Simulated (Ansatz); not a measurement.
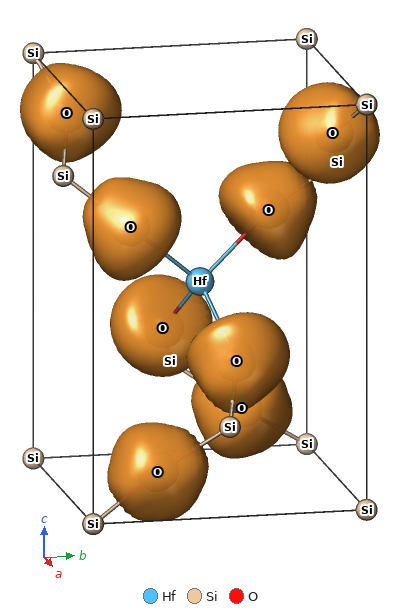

Figure. HfSi3O8. Isosurface of the electron localisation function at 0.7 (orange), seen slightly off an axis. Only the valence region is drawn (cores and ρ < 0.01 e/Å³ removed). Sticks mark near contacts.

Space group P-4; a structure generated by program, which may or may not match a known phase; computed pressure about −3 GPa in this cell.

Theory: Ansatz 0.2.0, DFT r2SCAN, scalar-relativistic, plane waves, PAW.

Core electrons are frozen (PAW), and the valence fields are smoothed inside the atomic spheres.

Identify the bonds, lone pairs and shells in this picture.

At this value the surface marks out eight regions on O in which the atom's valence shell and bonds are merged, counted in one cell of 12 atoms. Any copies at cell faces, edges or corners count once. Profiles from the grid: Si–O (1.62 Å): the ELF peaks at about 0.85 between the atoms (a short, strongly polar bond). Hf–O (1.93 Å): the ELF peaks at about 0.80 in the valence shell of O, 0.6 Å from its nucleus, and drops to about 0.20 between the two atoms: no localised pair shows between them.

Does the calculation make it a metal, or give it a gap?

It is gapped, with a Kohn–Sham gap of 5.5 eV on the k-point mesh (the band edges may lie off the mesh, which would make the gap smaller).
